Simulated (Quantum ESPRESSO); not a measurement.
**C: 7 runs along one coordinate**

System: C (C2/m, 2 atoms in the cell).
Method: Kohn-Sham DFT of a periodic cell, PBE, SSSP 1.3 efficiency PBE, no spin polarisation (Quantum ESPRESSO 7.5).

The 7 runs differ only in the geometry, by an even scaling of the cell at fixed fractional positions. The structure derives from a Materials Project entry.

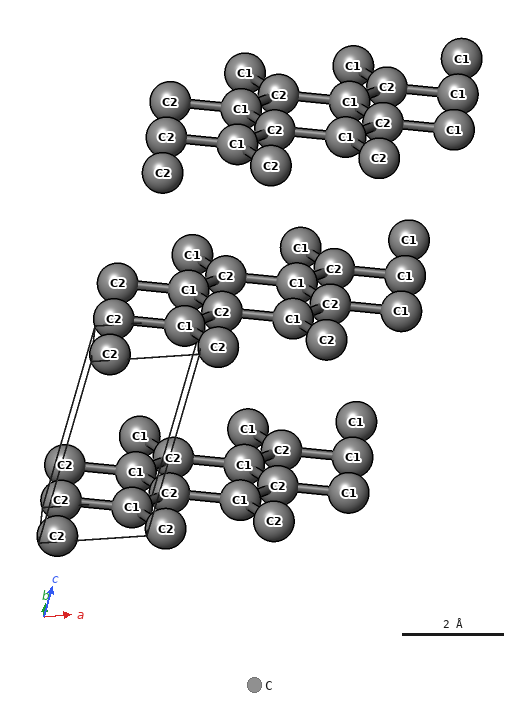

Figure 1. The structure of run 4 (ball-and-stick view of the reduced cell, repeated 3 × 3 × 2, seen at an oblique angle; atoms are numbered from 1 in the order of the input).

### Input of run 4
```
&CONTROL
  calculation = 'scf'
  prefix = 'pwscf'
  outdir = './tmp'
  pseudo_dir = './pseudo'
  tprnfor = .true.
  tstress = .true.
  disk_io = 'nowf'
/
&SYSTEM
  ibrav = 0
  nat = 2
  ntyp = 1
  ecutwfc = 55
  ecutrho = 440
  nbnd = 9
  occupations = 'smearing'
  smearing = 'fd'
  degauss = 0.00367493
/
&ELECTRONS
  conv_thr = 4d-10
  electron_maxstep = 120
  mixing_beta = 0.5
/
ATOMIC_SPECIES
C     12.0110 C.pbe-n-kjpaw_psl.1.0.0.UPF
CELL_PARAMETERS angstrom
   2.1273203072   -1.2282824400    0.0000000000
   2.1273203072    1.2282824400    0.0000000000
  -1.3790696309    0.0000000000    3.5028300786
ATOMIC_POSITIONS crystal
C      0.1666444700    0.1666444700    0.9999069600
C      0.8333555300    0.8333555300    0.0000930400
K_POINTS automatic
13 13 8 0 0 0
```

Command:
```bash
OMP_NUM_THREADS=1 pw.x -in pw.in > pw.out
```

Lattice vectors (Å) and fractional positions of run 4:
```
   2.127320   -1.228282    0.000000
   2.127320    1.228282    0.000000
  -1.379070    0.000000    3.502830
C   0.166644  0.166644  0.999907
C   0.833356  0.833356  0.000093
```

Run 3 differs from it as follows:
```diff
-   2.1273203072   -1.2282824400    0.0000000000
-   2.1273203072    1.2282824400    0.0000000000
-  -1.3790696309    0.0000000000    3.5028300786
+   2.1130425595   -1.2200386853    0.0000000000
+   2.1130425595    1.2200386853    0.0000000000
+  -1.3698138511    0.0000000000    3.4793204435
```

### Results, with one run withheld

| run | volume per atom (Å³) | free energy per atom, from the lowest run given (meV) | pressure (GPa) | gap on the mesh (eV) |
| --- | --- | --- | --- | --- |
| 1 | 8.604 | 46.73 | 23.01 | 0.95 |
| 2 | 8.787 | 24.27 | 16.04 | 0.94 |
| 3 | 8.970 | ? | ? | ? |
| 4 | 9.153 | 1.54 | 3.87 | 0.93 |
| 5 | 9.336 | 0.00 | −1.44 | 0.92 |
| 6 | 9.519 | 4.28 | −6.28 | 0.92 |
| 7 | 9.702 | 13.83 | −10.71 | 0.91 |

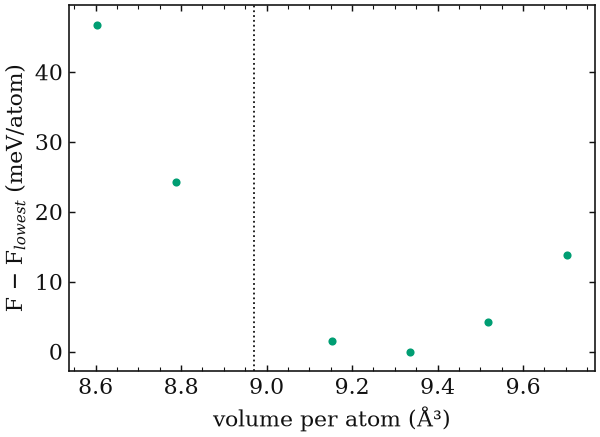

Figure 2. Free energy per atom of the runs given; the dotted line marks run 3.

What should run 3 give?

A cubic polynomial in V^(−2/3) (the Birch–Murnaghan form), fitted to the 6 runs given, misses them by at most 0.01 meV per atom. With x = V^(−2/3) − 0.22826 Å⁻², it reads F = 1.1464 + 1329.3 x + 3.3388e+05 x² − 2.9651e+05 x³ (meV per atom). At run 3 it gives 9.43 meV per atom, and the run itself gives 9.43. The slope of the fit gives a pressure −dF/dV of 9.86 GPa there, and the run prints 9.68 GPa. The two needn't agree exactly: the fit is approximate, and the printed stress is taken on a finite basis. The fit has its minimum at 9.291 Å³ per atom, where V d²F/dV² gives 263 GPa. Cell shape and fractional positions are held, so this is the stiffness under even scaling; the relaxed bulk modulus wasn't computed. The gap on the mesh goes, without turning, from 0.95 eV in run 1 to 0.91 eV in run 7; run 3 has 0.94 eV. These are gaps of this functional on this mesh, which can miss the band edges; they aren't the measured gap.

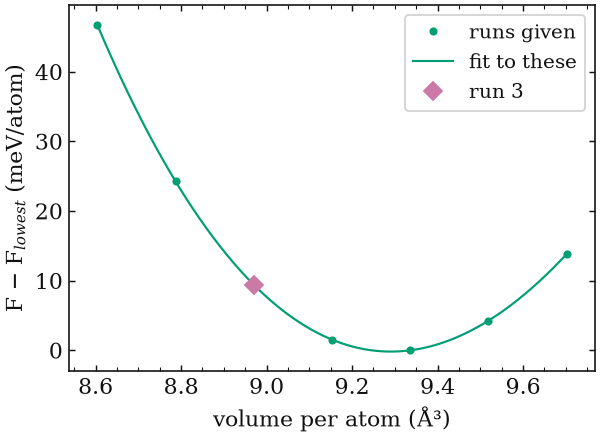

Figure 3. The fit and the withheld run.

### Some lines of the output (run 3)
```
[...]
     unit-cell volume          =     121.0606 (a.u.)^3
     number of k points=   371  Fermi-Dirac smearing, width (Ry)=  0.0037
     total energy              =     -36.87619046 Ry
     total energy              =     -36.88215706 Ry
     total energy              =     -36.88502801 Ry
     total energy              =     -36.88506075 Ry
     total energy              =     -36.88506843 Ry
     total energy              =     -36.88506853 Ry
     the Fermi energy is     6.9068 ev
!    total energy              =     -36.88506855 Ry
     The total energy is F=E-TS. E is the sum of the following terms:
     Computing stress (Cartesian axis) and pressure
          total   stress  (Ry/bohr**3)                   (kbar)     P=       96.80
```
